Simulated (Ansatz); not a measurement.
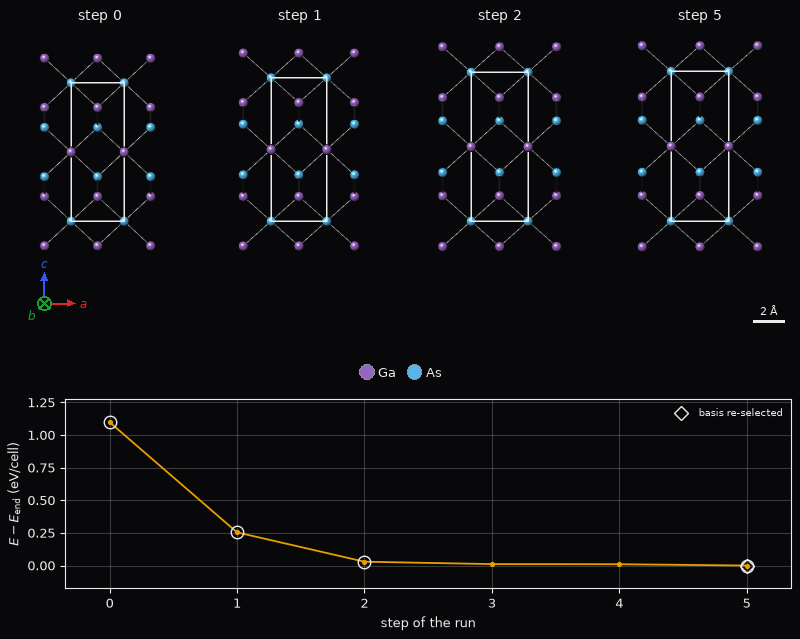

Frames of a relaxation of solid GaAs (a generated structure, set up in Pmmm) (coarse preliminary run), marked on the history of the run. Style: ball-and-stick. Shown: the cell of the calculation, along the b axis.

Level of theory: DFT PBE, scalar-relativistic, plane waves, PAW (Ansatz).

Input file:
```yaml
crystal:
  lattice:
    - [3.50171067, 0.0, 0.0]
    - [0.0, 3.95262127, 0.0]
    - [0.0, 0.0, 9.13259032]
  atoms:
    - { symbol: Ga, position: [0.5, 0.5, 0.17804846] }
    - { symbol: Ga, position: [0.5, 0.5, 0.82195154] }
    - { symbol: Ga, position: [0.0, 0.0, 0.5] }
    - { symbol: As, position: [0.5, 0.0, 0.32195154] }
    - { symbol: As, position: [0.0, 0.5, 0.0] }
    - { symbol: As, position: [0.5, 0.0, 0.67804846] }
basis:
  ecutwfc: 420
kpoints:
  mp_grid: { grid: [6, 4, 2] }
hamiltonian:
  xc: pbe
scf:
  occupations: { method: gaussian, width: 0.1 }
  lower_state_search: "off"
output:
  forces: true
  stress: true
  eigenvalues: true
relax:
  adjacent_minimum: "off"
  f_tol: 0.04
  max_steps: 70
  cell: { stress_tol: 0.4 }
```

Launched with:
```bash
ansatz run input.yaml --threads 1 --pin off --max-ram 2560MiB --backend cpu --events-out ev --progress --plain --runs-dir out
```

### What happens along the run?

The largest moves relative to the cell, 0.067 Å, are those of Ga1 and Ga2. Ga1 goes along −c. Largest moves by element: Ga 0.067 Å, As 0.049 Å. Cell: a 3.502 → 3.813 Å (+8.9 %), b 3.953 → 3.934 Å (−0.5 %), c 9.133 → 9.890 Å (+8.3 %). Volume +17.4 %. Near-neighbour distances that change, for instance: Ga3–As4 2.389 → 2.562 Å, Ga1–As5 2.389 → 2.550 Å, Ga1–As4 2.373 → 2.498 Å. Bond angles that change, for instance: As6–Ga2–As6 112.8° → 103.9°, Ga2–As6–Ga2 112.8° → 103.9°, Ga1–As5–Ga1 94.2° → 96.8°. The space group stays Pmmm (No. 47). After 4 accepted moves (5 points after the start) the energy has fallen by 1.098 eV per cell of the calculation. Largest force component: 0.26 eV/Å at the start, 0.024 eV/Å at the end. Pressure: 13.81 GPa at the start and 0.12 GPa at the end. At 1 point the geometry stayed and the basis and grid were re-selected for the new cell (energy shift of 10.2 meV per cell of the calculation at most each time). From step 0 to 1: Ga atoms move most (0.05 Å), volume +9.0 %, energy −0.844 eV per cell of the calculation. From step 1 to 2: As atoms move most (0.03 Å), volume +5.0 %, energy −0.225 eV per cell of the calculation. From step 2 to 5: volume +2.6 %, energy −29.5 meV per cell of the calculation.

```json
{"step": "0", "E − E(0), meV/atom": "0.00", "largest force component, eV/Å": "0.2579", "pressure, GPa": "13.81", "volume, Å³/atom": "21.067", "note": ""}
{"step": "1", "E − E(0), meV/atom": "-140.70", "largest force component, eV/Å": "0.0477", "pressure, GPa": "5.18", "volume, Å³/atom": "22.955", "note": ""}
{"step": "2", "E − E(0), meV/atom": "-178.17", "largest force component, eV/Å": "0.1248", "pressure, GPa": "1.42", "volume, Å³/atom": "24.103", "note": ""}
{"step": "3", "E − E(0), meV/atom": "-181.27", "largest force component, eV/Å": "0.0760", "pressure, GPa": "0.15", "volume, Å³/atom": "24.642", "note": ""}
{"step": "4", "E − E(0), meV/atom": "-181.39", "largest force component, eV/Å": "0.0252", "pressure, GPa": "0.02", "volume, Å³/atom": "24.730", "note": ""}
{"step": "5", "E − E(0), meV/atom": "-183.08", "largest force component, eV/Å": "0.0236", "pressure, GPa": "0.12", "volume, Å³/atom": "24.730", "note": "same geometry, new basis"}
```

Limits of the set-up: the k-point mesh is coarse for a cell with partly filled bands.
